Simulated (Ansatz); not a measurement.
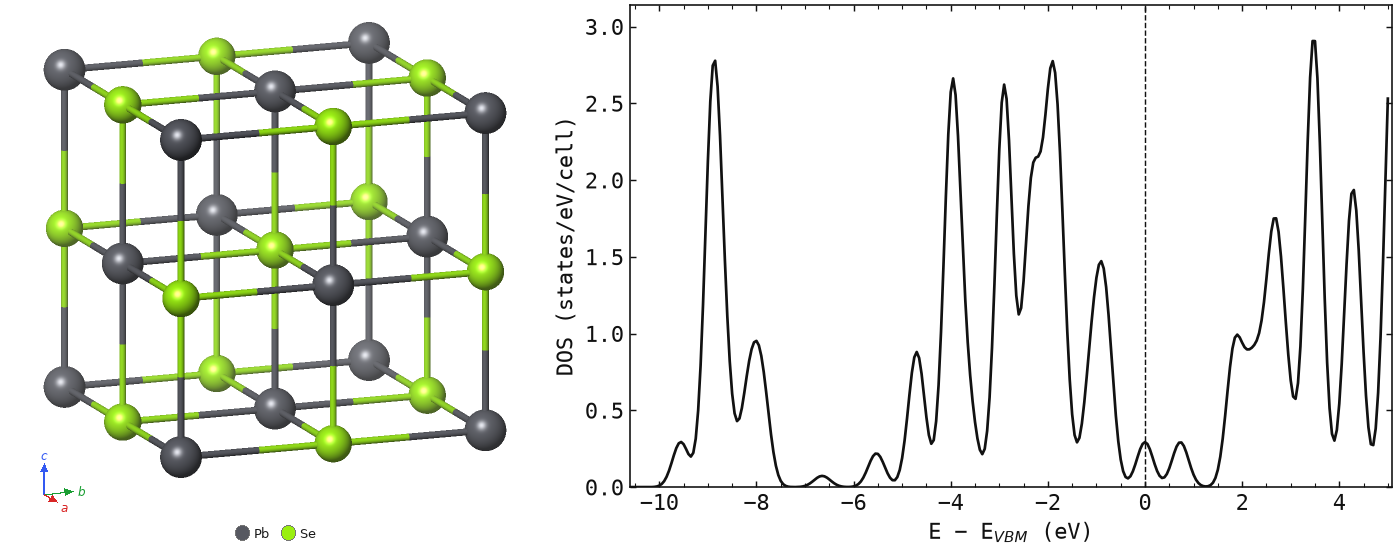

Density of states, beside the structure. Energies are counted from the top of the valence band. The curve is built from the levels of the k mesh with Gaussians 0.4 eV wide, which also blur the band edges.

This input was run:

```
crystal:
  lattice:
    - [0.0, 3.0696893648, 3.0696893648]
    - [3.0696893648, 0.0, 3.0696893648]
    - [3.0696893648, 3.0696893648, 0.0]
  atoms:
    - { symbol: Pb, position: [0.0, 0.0, 0.0] }
    - { symbol: Se, position: [0.5, 0.5, 0.5] }
kpoints:
  mp_grid: { grid: [4, 4, 4] }
hamiltonian:
  xc: hse06
scf:
  occupations: { method: fixed }
  n_extra_bands: 4
output:
  forces: true
  stress: true
  eigenvalues: true
```

Launched with:
```bash
ansatz run input.yaml --threads 4 --pin off --max-ram 3686MiB --backend cpu --events-out ev --progress --plain --runs-dir out
```

### Metal or insulator, going by the density of states?

There is a gap; over the k points computed it is 0.73 eV (direct among those points).

### How wide is the upper valence band?

The upper group of valence states starts about 6.6 eV under the valence-band top, with a gap beneath it; it holds about 6 electrons a cell.

Spin-orbit coupling is left out, which matters for Pb. The k mesh is coarse, so the curve is spiky and fine features aren't converged.
